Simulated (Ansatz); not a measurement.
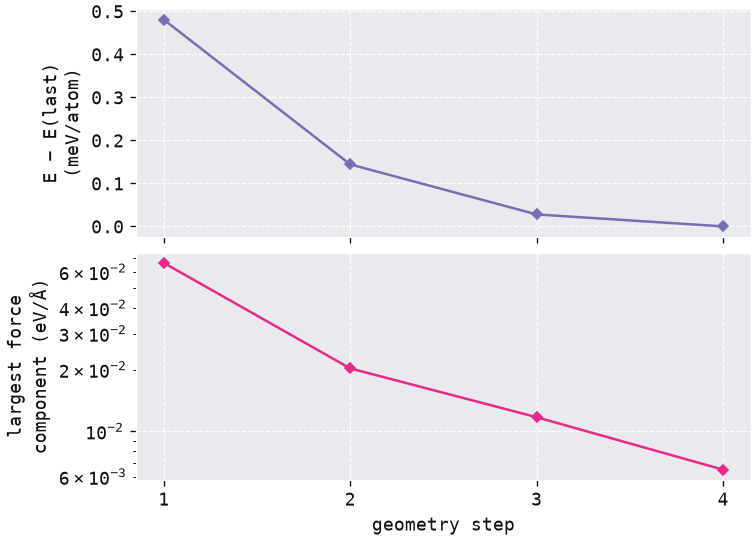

History of a geometry optimisation. The volume is held, while cell shape and atoms may move. A closing SCF on a freshly chosen basis isn't drawn.

```
crystal:
  lattice:
    - [3.1310814759, 0.0, 0.0]
    - [0.0, 3.3184649357, 0.0]
    - [0.0, 0.0, 4.7828138076]
  atoms:
    - { symbol: Si, position: [0.5, 0.5, 0.8421874501] }
    - { symbol: Si, position: [0.0, 0.0, 0.1578125499] }
    - { symbol: Ni, position: [0.5, 0.5, 0.3410445521] }
    - { symbol: Ni, position: [0.0, 0.0, 0.6589554479] }
basis:
  ecutwfc: 420
kpoints:
  mp_grid: { grid: [14, 12, 10] }
hamiltonian:
  xc: pbe
scf:
  occupations: { method: gaussian, width: 0.1 }
output:
  forces: true
  stress: true
  eigenvalues: true
relax:
  adjacent_minimum: "off"
  f_tol: 0.01
  max_steps: 30
  cell: { stress_tol: 0.1, fix: [volume] }
```

Run as:
```bash
ansatz run input.yaml --threads 1 --pin off --max-ram 2560MiB --backend cpu --events-out ev --progress --plain --runs-dir out
```

**How did it end, and what did it gain?**

The optimisation met its thresholds at geometry 4, counting the start as the first. The energy fell by about 0.48 meV/atom from the first step to the last. The largest force component goes from about 0.066 eV/Å at the start to 6 × 10⁻³ eV/Å at the end.
